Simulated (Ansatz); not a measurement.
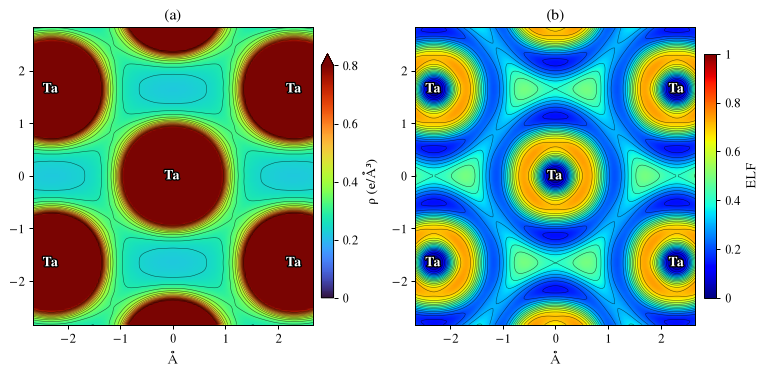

Figure 1: Ta. (a) valence charge density (pseudo); (b) ELF on the (011̄) plane of the conventional cell.

Space group R-3m; changed on purpose from its base cell (equal xy, yz and zx shear strains of +2 %, PAW files); computed pressure about −4 GPa in this cell; computed without spin polarisation.

These are results of DFT, PBEsol, PAW with Ansatz's default frozen-core files, scalar-relativistic in Ansatz 0.2.0, not measurements.

In a PAW calculation such maps are meaningful between the atoms, not at the nuclei.

```
Ta
1.0
     3.26953    0.00000   -3.26953
    -3.26953    3.26953    0.00000
     1.68431    1.68431    1.68431
Ta
3
Direct
  0.00000 0.00000 0.00000
  0.66667 0.33333 0.33333
  0.33333 0.66667 0.66667
```

What do the fields say about this system?

The plane passes through Ta nuclei.
Ta–Ta (2.84 Å): the density is about 0.32 e/Å³ at the midpoint; the ELF is about 0.30 at the midpoint (no localised pair shows between them).
Between the atoms the lowest density in this plane is 0.22 e/Å³.
The features right at Ta lie inside the PAW spheres, where the map follows smoothed inner orbitals and isn't to be read closely.
